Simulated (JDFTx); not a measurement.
**BP: 7 runs along one coordinate**

System: BP (F-43m, 2 atoms in the cell).
Method: Kohn-Sham DFT of a periodic cell, LDA, PseudoDojo-SR-LDA-0.4.1-standard, no spin polarisation (JDFTx 1.7.0 (patched build)).

The 7 runs differ only in the geometry, by an even scaling of the cell at fixed fractional positions. The structure derives from an entry of the Crystallography Open Database.

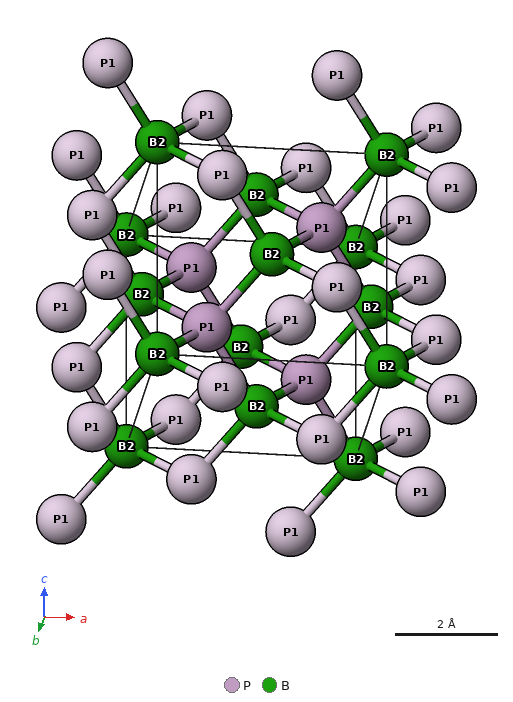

Figure 1. The structure of run 4 (ball-and-stick view of the cell 4 times as large as that of the calculation, set on its symmetry axes, seen at an oblique angle; neighbours outside the cell are drawn fainter; atoms are numbered from 1 in the order of the input).

**Input of run 4**
```
lattice Face-Centered Cubic 8.5755771536
coords-type Lattice
ion P      0.7500000000     0.7500000000     0.7500000000 1
ion B      0.0000000000     0.0000000000     0.0000000000 1

ion-species pseudo/P.upf
ion-species pseudo/B.upf
elec-cutoff 38 304
elec-ex-corr lda-PW
kpoint-folding 10 10 10
elec-smearing Fermi 0.0018374661
elec-n-bands 9
electronic-SCF nIterations 100 energyDiffThreshold 1e-09
electronic-minimize nIterations 30 energyDiffThreshold 1e-7
forces-output-coords Cartesian

dump-name run.$VAR
dump End Ecomponents EigStats BandEigs Kpoints Forces Stress
```

Command:
```bash
jdftx -c 1 -i BP.in -o BP.out
```

Lattice vectors (Å) and fractional positions of run 4:
```
   0.000000    2.269000    2.269000
   2.269000    0.000000    2.269000
   2.269000    2.269000    0.000000
P   0.750000  0.750000  0.750000
B   0.000000  0.000000  0.000000
```

Run 3 has the same physical settings and fractional positions; its lattice vectors (Å) are:
```
   0.000000    2.253771    2.253771
   2.253771    0.000000    2.253771
   2.253771    2.253771    0.000000
```

**Results, with one run withheld**

| run | volume per atom (Å³) | free energy per atom, from the lowest run given (meV) | pressure (GPa) | gap on the mesh (eV) |
| --- | --- | --- | --- | --- |
| 1 | 10.981 | 4.63 | 5.12 | 1.13 |
| 2 | 11.214 | 0.00 | 1.19 | 1.16 |
| 3 | 11.448 | ? | ? | ? |
| 4 | 11.682 | 6.58 | −5.59 | 1.20 |
| 5 | 11.915 | 16.83 | −8.52 | 1.22 |
| 6 | 12.149 | 31.14 | −11.16 | 1.24 |
| 7 | 12.383 | 49.13 | −13.56 | 1.26 |

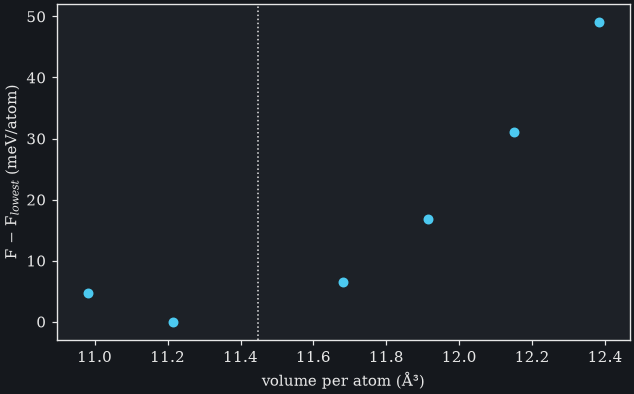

Figure 2. Free energy per atom of the runs given; the dotted line marks run 3.

Estimate the energy of run 3 from the others.

A cubic polynomial in V^(−2/3) (the Birch–Murnaghan form), fitted to the 6 runs given, misses them by at most 0.02 meV per atom. With x = V^(−2/3) − 0.19400 Å⁻², it reads F = 7.3417 − 3289.5 x + 3.5359e+05 x² − 1.0121e+05 x³ (meV per atom). At run 3 it gives 0.81 meV per atom, and the run itself gives 0.82. The slope of the fit gives a pressure −dF/dV of −2.32 GPa there, and the run prints −2.37 GPa. The fit has its minimum at 11.294 Å³ per atom, where V d²F/dV² gives 175 GPa: the bulk modulus at this level, since symmetry fixes the shape and the positions. The gap on the mesh goes, without turning, from 1.13 eV in run 1 to 1.26 eV in run 7; run 3 has 1.18 eV. These are gaps of this functional on this mesh, which can miss the band edges; they aren't the measured gap.

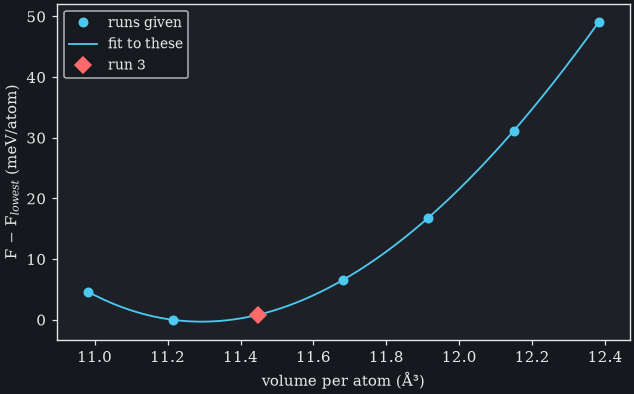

Figure 3. The fit and the withheld run.

**Some lines of the output (run 3)**
```
[...]
unit cell volume = 154.51
     Etot =       -9.5586814217191556
        F =       -9.5586814249546279
	HOMO-LUMO gap: +0.043309
	Optical gap  : +0.125653 at state 0 ( [ +0.000000 +0.000000 +0.000000 ] spin 0 )
```
